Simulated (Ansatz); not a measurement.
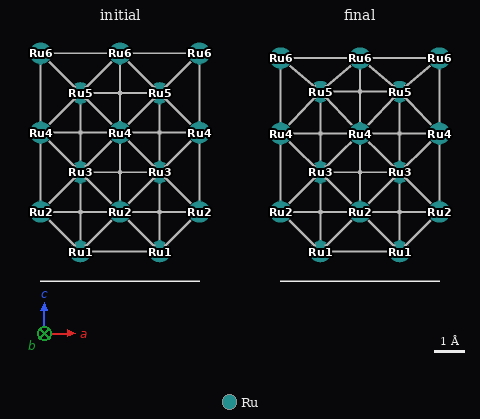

The structure of a slab of composition Ru (cut from the Fm-3m phase) before (left) and after (right) a constrained relaxation, at one scale.

A ball-and-stick model of the 2 × 2 repeat of the cell, outlined in the plane, without the vacuum, seen along the b axis.

Case: clean slab, lower half held. The slab is the (1 1 0) face of Ru. 3 atoms are held fixed.

Level of theory: DFT PBEsol, scalar-relativistic, plane waves, PAW (Ansatz).

Input
```yaml
crystal:
  lattice:
    - [2.6649775258, 0.0, 0.0]
    - [0.0, 3.7688473604, 0.0]
    - [0.0, 0.0, 23.6624438145]
  atoms:
    - { symbol: Ru, position: [0.5, 0.5, 0.3592190252] }
    - { symbol: Ru, position: [0.0, 0.0, 0.4155314151] }
    - { symbol: Ru, position: [0.5, 0.5, 0.471843805] }
    - { symbol: Ru, position: [0.0, 0.0, 0.528156195] }
    - { symbol: Ru, position: [0.5, 0.5, 0.5844685849] }
    - { symbol: Ru, position: [0.0, 0.0, 0.6407809748] }
basis:
  ecutwfc: 420
kpoints:
  mp_grid: { grid: [11, 8, 1] }
hamiltonian:
  xc: pbesol
scf:
  occupations: { method: gaussian, width: 0.1 }
output:
  forces: true
  eigenvalues: true
relax:
  adjacent_minimum: "off"
  f_tol: 0.03
  max_steps: 70
  constraints: [{ sites: [0, 1, 2] }]
efield:
  axis: 3
  dipole_correction: true
```

Summarise the run.

Answer. Ru6 moves most: 0.16 Å along the normal (−c). The cell stays as it was. Among the contacts that change: Ru4–Ru6 2.665 → 2.536 Å, Ru5–Ru6 2.665 → 2.568 Å, Ru3–Ru5 2.665 → 2.711 Å, Ru4–Ru5 2.665 → 2.705 Å. The energy falls by 0.153 eV per cell of the calculation in 4 accepted moves (5 points after the start). Largest force component: 1.6 eV/Å at the start, 0.021 eV/Å at the end. 1 step only repeated the SCF at the same geometry.
